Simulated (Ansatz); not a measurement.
# Two runs on Si₅C₄

System: Si₅C₄ (slab, 9 atoms in the cell).
Method of run 1: DFT, LDA, plane waves, PAW, PAW set soft_1, spin-polarised (Ansatz 0.2.0).

The structure derives from an entry of the Crystallography Open Database. Text and figures count atoms from 1; the logs count them from 0 in places.

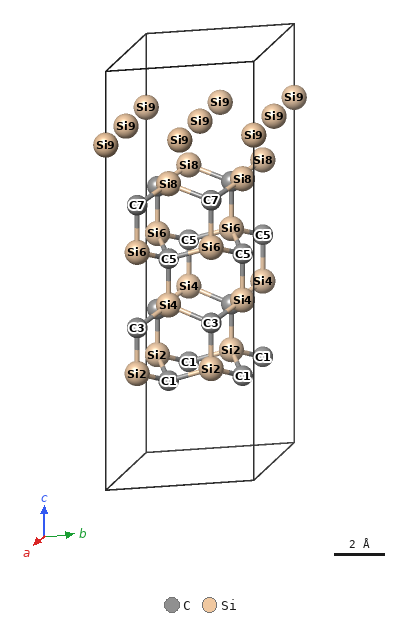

The structure (ball-and-stick view of the 2 × 2 repeat of the cell, with the vacuum cut short, seen slightly off an axis; atoms are numbered from 1 in the order of the input).

Input, run 1:
```yaml
crystal:
  lattice:
    - [3.0920147376, 0.0, 0.0]
    - [-1.5460073688, 2.6777633116, 0.0]
    - [0.0, 0.0, 23.7337369325]
  atoms:
    - { symbol: C, position: [0.3333333333, 0.6666666667, 0.1685364598] }
    - { symbol: Si, position: [0.6666666667, 0.3333333333, 0.1950726408] }
    - { symbol: C, position: [0.6666666667, 0.3333333333, 0.2754269373] }
    - { symbol: Si, position: [0.3333333333, 0.6666666667, 0.3019631184] }
    - { symbol: C, position: [0.3333333333, 0.6666666667, 0.3835939576] }
    - { symbol: Si, position: [0.6666666667, 0.3333333333, 0.4085742396] }
    - { symbol: C, position: [0.6666666667, 0.3333333333, 0.4915758428] }
    - { symbol: Si, position: [0.3333333333, 0.6666666667, 0.5154576781] }
    - { symbol: Si, position: [1.0, 1.0, 0.6116146423], spin: 2.0 }
kpoints:
  mp_grid: { grid: [9, 9, 1] }
hamiltonian:
  xc: lda
  pseudopotentials: { kind: paw, azcp: { folder: soft_1 } }
scf:
  occupations: { method: gaussian, width: 0.05 }
output:
  forces: true
  eigenvalues: true
magnetization:
  spin_polarized: true
efield:
  axis: 3
  dipole_correction: true
  ramp_width: 0.04
```

Launched with:
```bash
ansatz run input.yaml --threads 1 --pin off --max-ram 3072MiB --backend cpu --events-out ev --progress --plain --runs-dir out
```

Hardware: 1 thread of Intel Xeon @ 2.50GHz (Skylake/Cascade Lake), 32 GiB of memory available, shared host.

Output, shortened to warnings, some set-up lines, iterations and results (run 1):
```
Warning: [file] the record states the generating functional pbe (its physics header spells it `PBE`), which answers neither for hamiltonian.xc's functional nor for the lda family's — results may be inconsistent (PPs are generated against a specific XC)
Warning: [file] the record states the generating functional pbe (its physics header spells it `PBE`), which answers neither for hamiltonian.xc's functional nor for the lda family's — results may be inconsistent (PPs are generated against a specific XC)
Basis set: ecut = 420 eV, 3799 PW (Γ)
Symmetry: 6 space group operations
k-points: 12 of 81 (time reversal used)
Initial density: superposition of atomic densities (neutral atoms: chi_scale 0, normalization atom)
[...]
SCF iter   1: F=—  HF=-4021.200642 eV  |F-HF|=—  |Δ(HF+E_count)|=         —  Δρ=5.41e-2 (↑5.41e-2 ↓5.03e-2)  dr2=7.61e1  dr2_m=2.74e-1  M=0.493 μB ∫|m|=0.498 μB  β_m=0.30  …
SCF iter   2: F=—  HF=-4077.433690 eV  |F-HF|=—  |Δ(HF+E_count)|=    5.62e1  Δρ=8.84e-2 (↑8.43e-2 ↓8.84e-2)  dr2=2.39e3  dr2_m=1.23e-1  M=0.399 μB ∫|m|=0.584 μB  β_m=0.30  …
SCF iter   3: F=—  HF=-4015.482512 eV  |F-HF|=—  |Δ(HF+E_count)|=    6.20e1  Δρ=3.15e-2 (↑3.15e-2 ↓2.95e-2)  dr2=2.19e1  dr2_m=5.30e-2  M=0.411 μB ∫|m|=0.459 μB  β_m=0.30  …
SCF iter   4: F=—  HF=-4014.203656 eV  |F-HF|=—  |Δ(HF+E_count)|=    1.28e0  Δρ=2.53e-2 (↑2.36e-2 ↓2.53e-2)  dr2=6.32e1  dr2_m=5.42e-2  M=0.102 μB ∫|m|=0.220 μB  β_m=0.30  …
SCF iter   5: F=—  HF=-4013.761130 eV  |F-HF|=—  |Δ(HF+E_count)|=   4.43e-1  Δρ=1.73e-2 (↑1.73e-2 ↓1.31e-2)  dr2=4.65e1  dr2_m=3.50e-2  M=0.049 μB ∫|m|=0.099 μB  β_m=0.30  …
[... 29 lines ...]
SCF iter  35: F=-4012.615168 eV  HF=-4012.615171 eV  |F-HF|=2.77e-6  |Δ(HF+E_count)|=   2.44e-8  Δρ=3.83e-6 (↑3.83e-6 ↓1.64e-6)  dr2=1.46e-6  dr2_m=6.17e-9  M=-0.913 μB …
SCF iter  36: F=-4012.615171 eV  HF=-4012.615171 eV  |F-HF|=3.62e-9  |Δ(HF+E_count)|=   2.41e-8  Δρ=1.69e-7 (↑1.34e-7 ↓1.69e-7)  dr2=2.99e-9  dr2_m=5.35e-12  M=-0.912 μB …
SCF iter  37: F=-4012.615171 eV  HF=-4012.615171 eV  |F-HF|=1.64e-10  |Δ(HF+E_count)|=  2.46e-10  Δρ=7.07e-8 (↑7.01e-8 ↓7.07e-8)  dr2=1.70e-10  dr2_m=9.96e-13  M=-0.912 μB …
SCF iter  38: F=-4012.615171 eV  HF=-4012.615171 eV  |F-HF|=3.41e-11  |Δ(HF+E_count)|=  2.27e-11  Δρ=2.87e-8 (↑2.87e-8 ↓2.63e-8)  dr2=2.45e-11  dr2_m=5.46e-13  M=-0.912 μB …
SCF 1 converged in 38 iterations: F = -4012.615171 eV  dr2 = 2.45e-11
at 2 of the mixer's solves, the last at iteration 19, it left a direction of its history that read negative out of its fit and stepped the other way along it
SCF converged after 38 iterations
an eigenvalue changed by more than its tolerance at an iteration that met the thresholds in force, so the SCF went on 4 times, its first undamped step at iteration 34: the last check found none over its tolerance
Magnetization: -0.9125 μB (17.5438 up, 18.4562 down)
Absolute magnetization: 1.0040 μB (∫|ρ↑−ρ↓|, with the PAW one-centre terms)
Spin contamination: 0.0697 ħ² per cell (⟨S²⟩ above its minimum at these occupations)
Per-site moments (μB) at R_I (Å): [(-0.41642681868294823, 0.7808684055676536), (-0.008400586793504045, 0.7808684055676536), (-0.07297975575354622, 0.7808684058933709), (-0.005462099502565555, 0.7808684058933709), (-0.013967102075677714, 0.7759335525199282), (-0.0002916963546425169, …
Free energy (F): -4012.615171 eV
Harris-Foulkes:  -4012.615171 eV  (|F-HF|=3.41e-11)
Internal energy: -4012.610786 eV  (E = F + TS)
E sigma→0 (E₀):  -4012.612978 eV
Entropy (-TS):   -0.004385 eV (-0.487 meV/atom)
Fermi energy:    2.141955 eV
Dipole field:    D = 0.033827 V/Å  (p = 0.036735 e·Å, saw-weighted, corrected)
Work function:   Φ+ = 5.3860 eV   Φ− = 6.1888 eV
Levels:          The Fermi level and band energies are counted from a zero that moves with the ramp; work functions are not
--- Per-component energies (eV) ---
  E_band       = -145.561619
  E_kinetic    = 559.359646
  E_local      = -14717.259897  (includes V_loc(G=0)·N_el)
  E_nonlocal   = 211.964988
  E_hartree    = 7158.790269
  E_xc         = -469.455683
  E_vxc        = -474.945322  (∫ρ·V_xc dr)
  E_paw        = -2793.184395  (= ΣΔE_a)
  E_vpaw       = -42.773156  (= ΣTr[D̂ρ^β])
  E_aug_tail   = 0.000234  (compensation charges beyond the density's cutoff)
  E_efield     = 0.000621  (sawtooth field / dipole correction)
  E_vefield    = 0.511407  (∫n·V_field dr)
  E_ewald      = 6036.500447
  E_core_change = 0.672984  (= ΣΔE_core)
  E_smearing   = -0.004385  (= −TS)
  E_closure    = 0.000000  (closes the sum)
  Σ components = -4012.615171   (vs F -4012.615171, Δ=0.00e0)
--- Forces (eV/Å), atoms counted from 1 ---
  atom   1  C      0.00000000     0.00000000     2.72942790
  atom   2  Si     0.00000000     0.00000000    -2.67984850
  atom   3  C      0.00000000     0.00000000     0.72281338
  atom   4  Si     0.00000000     0.00000000    -0.18923592
  atom   5  C      0.00000000     0.00000000    -0.59727186
  atom   6  Si    -0.00000000     0.00000000     0.73956766
[...]
```

The input of run 2 differs as follows (lines with − go, lines with + come):
```diff
-    - { symbol: C, position: [0.3333333333, 0.6666666667, 0.1685364598] }
+    - { symbol: C, position: [0.3333333333, 0.6666666666, 0.1685364598] }
-    - { symbol: Si, position: [0.3333333333, 0.6666666667, 0.3019631184] }
-    - { symbol: C, position: [0.3333333333, 0.6666666667, 0.3835939576] }
+    - { symbol: Si, position: [0.3333333333, 0.6666666666, 0.3019631184] }
+    - { symbol: C, position: [0.3333333333, 0.6666666666, 0.3835939576] }
-    - { symbol: Si, position: [0.3333333333, 0.6666666667, 0.5154576781] }
-    - { symbol: Si, position: [1.0, 1.0, 0.6116146423], spin: 2.0 }
+    - { symbol: Si, position: [0.3333333333, 0.6666666666, 0.5154576781] }
+    - { symbol: Si, position: [0.3333333333, 1.1666666666, 0.6112232641], spin: 2.0 }
-  xc: lda
+  xc: rpbe
```

What does this change do to the results?

The total energies belong to different methods, so their difference says nothing on which is more stable or more accurate. The net moment of the cell goes from −0.91 to 0.90 μB. The largest force goes from 2.729 to 2.847 eV/Å. The functional changes from LDA to RPBE. The irreducible k-points go from 12 to 25. On the same kind of shared host run 2 took about 1.5 times as long.

Output, shortened to warnings, some set-up lines, iterations and results (run 2):
```
Basis set: ecut = 420 eV, 3799 PW (Γ), exchange–correlation on 48×48×320 points (8 copies of the dense FFT grid, shifted against one another)
Symmetry: 2 space group operations
k-points: 25 of 81 (time reversal used)
Initial density: superposition of atomic densities (neutral atoms: chi_scale 0, normalization atom)
[...]
SCF iter   1: F=—  HF=-4208.727497 eV  |F-HF|=—  |Δ(HF+E_count)|=         —  Δρ=5.37e-2 (↑5.37e-2 ↓4.99e-2)  dr2=7.55e1  dr2_m=2.57e-1  M=0.550 μB ∫|m|=0.558 μB  β_m=0.30  …
SCF iter   2: F=—  HF=-4289.263535 eV  |F-HF|=—  |Δ(HF+E_count)|=    8.05e1  Δρ=9.65e-2 (↑9.22e-2 ↓9.65e-2)  dr2=3.17e3  dr2_m=1.13e-1  M=0.565 μB ∫|m|=0.634 μB  β_m=0.30  …
SCF iter   3: F=—  HF=-4202.929069 eV  |F-HF|=—  |Δ(HF+E_count)|=    8.63e1  Δρ=3.09e-2 (↑3.09e-2 ↓2.95e-2)  dr2=1.31e1  dr2_m=6.12e-2  M=0.295 μB ∫|m|=0.386 μB  β_m=0.30  …
SCF iter   4: F=—  HF=-4201.481108 eV  |F-HF|=—  |Δ(HF+E_count)|=    1.45e0  Δρ=2.24e-2 (↑2.12e-2 ↓2.24e-2)  dr2=3.50e1  dr2_m=2.88e-2  M=0.346 μB ∫|m|=0.371 μB  β_m=0.30  …
SCF iter   5: F=—  HF=-4202.776423 eV  |F-HF|=—  |Δ(HF+E_count)|=    1.30e0  Δρ=2.05e-2 (↑2.05e-2 ↓1.76e-2)  dr2=5.08e1  dr2_m=3.14e-2  M=0.148 μB ∫|m|=0.156 μB  β_m=0.30  …
[... 16 lines ...]
SCF iter  22: F=-4200.712892 eV  HF=-4200.712975 eV  |F-HF|=8.21e-5  |Δ(HF+E_count)|=   1.56e-5  Δρ=5.08e-5 (↑1.40e-5 ↓5.08e-5)  dr2=4.95e-5  dr2_m=1.54e-6  M=0.897 μB …
SCF iter  23: F=-4200.712976 eV  HF=-4200.712978 eV  |F-HF|=1.59e-6  |Δ(HF+E_count)|=   3.29e-6  Δρ=7.66e-6 (↑6.14e-6 ↓7.66e-6)  dr2=1.02e-6  dr2_m=4.10e-8  M=0.897 μB …
SCF iter  24: F=-4200.712976 eV  HF=-4200.712978 eV  |F-HF|=2.16e-6  |Δ(HF+E_count)|=   1.36e-7  Δρ=4.99e-6 (↑2.03e-6 ↓4.99e-6)  dr2=1.15e-6  dr2_m=1.39e-8  M=0.897 μB …
SCF iter  25: F=-4200.712978 eV  HF=-4200.712978 eV  |F-HF|=1.02e-7  |Δ(HF+E_count)|=  4.31e-10  Δρ=1.07e-6 (↑7.94e-7 ↓1.07e-6)  dr2=6.11e-8  dr2_m=5.00e-10  M=0.897 μB …
SCF 1 converged in 25 iterations: F = -4200.712978 eV  dr2 = 6.11e-8
at 1 of the mixer's solves, the last at iteration 13, it left a direction of its history that read negative out of its fit and stepped the other way along it
SCF converged after 25 iterations
Magnetization: 0.8969 μB (18.4484 up, 17.5516 down)
Absolute magnetization: 1.0111 μB (∫|ρ↑−ρ↓|, with the PAW one-centre terms)
Spin contamination: 0.0516 ħ² per cell (⟨S²⟩ above its minimum at these occupations)
Per-site moments (μB) at R_I (Å): [(0.40928839851999305, 0.7808684055006397), (0.004450367346795288, 0.7808684055006397), (0.06725814042238702, 0.780868405826357), (0.005672971102645809, 0.780868405826357), (0.011385958798445655, 0.7759335524524882), (-0.00012790224367224422, 0.7759335524524882), …
Free energy (F): -4200.712978 eV
Harris-Foulkes:  -4200.712978 eV  (|F-HF|=1.02e-7)
Internal energy: -4200.710504 eV  (E = F + TS)
E sigma→0 (E₀):  -4200.711741 eV
Entropy (-TS):   -0.002474 eV (-0.275 meV/atom)
Fermi energy:    2.765902 eV
Dipole field:    D = 0.031206 V/Å  (p = 0.033889 e·Å, saw-weighted, corrected)
Work function:   Φ+ = 4.7868 eV   Φ− = 5.5274 eV
Levels:          The Fermi level and band energies are counted from a zero that moves with the ramp; work functions are not
--- Per-component energies (eV) ---
  E_band       = -135.701289
  E_kinetic    = 560.237305
  E_local      = -14718.673185  (includes V_loc(G=0)·N_el)
  E_nonlocal   = 198.399404
  E_hartree    = 7166.534652
  E_xc         = -474.828709
  E_vxc        = -475.112024  (∫ρ·V_xc dr)
  E_paw        = -2975.394143  (= ΣΔE_a)
  E_vpaw       = -34.106346  (= ΣTr[D̂ρ^β])
  E_aug_tail   = 0.000264  (compensation charges beyond the density's cutoff)
  E_efield     = 0.000529  (sawtooth field / dipole correction)
  E_vefield    = 0.467644  (∫n·V_field dr)
  E_ewald      = 6043.192552
  E_core_change = -0.179174  (= ΣΔE_core)
  E_smearing   = -0.002474  (= −TS)
  E_closure    = 0.000000  (closes the sum)
  Σ components = -4200.712978   (vs F -4200.712978, Δ=0.00e0)
--- Forces (eV/Å), atoms counted from 1 ---
  atom   1  C     -0.00029618    -0.00017100     2.35815709
  atom   2  Si     0.00291236     0.00168145    -2.84713474
  atom   3  C      0.00083448     0.00048179     0.74856420
  atom   4  Si     0.00652983     0.00377000    -0.22083897
  atom   5  C      0.02163027     0.01248824    -0.53321697
  atom   6  Si     0.03836249     0.02214860     0.65465293
  atom   7  C      0.20471065     0.11818975    -1.69423241
  atom   8  Si    -0.16135036    -0.09315567     1.45432751
  atom   9  Si    -0.11334100    -0.06543745     0.07982425
  max |Σ_I F_I| component: 1.03e-4 eV/Å
```

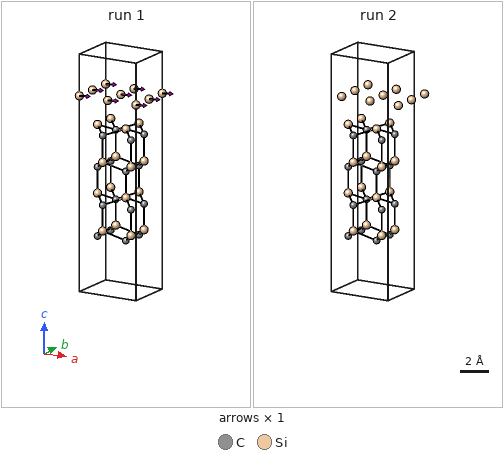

The two input geometries at one scale (ball-and-stick view of the 2 × 2 repeat of the cell, with the vacuum cut short, seen slightly off an axis). The pink arrows on the first give the shifts of the atoms relative to the cell, at true length. The largest move is that of a Si atom, 0.89 Å. C stays in place. The lattice vectors keep their values.

The two runs side by side:

```tsv
quantity	run 1	run 2
outcome	converged	converged
free energy per atom (eV)	−445.8461	−466.7459
energy per atom, smearing taken to zero (eV)	−445.8459	−466.7457
gap on the mesh (eV)	0.00	0.00
net moment of the cell (μB)	−0.91	0.90
absolute moment of the cell (μB)	1.00	1.01
largest force (eV/Å)	2.729	2.847
irreducible k-points	12	25
plane waves at Γ	3799	3799
SCF iterations	–	25
wall time (shared host)	42 s	62 s
```

For run 1: Warnings: the PAW datasets were made with another functional.
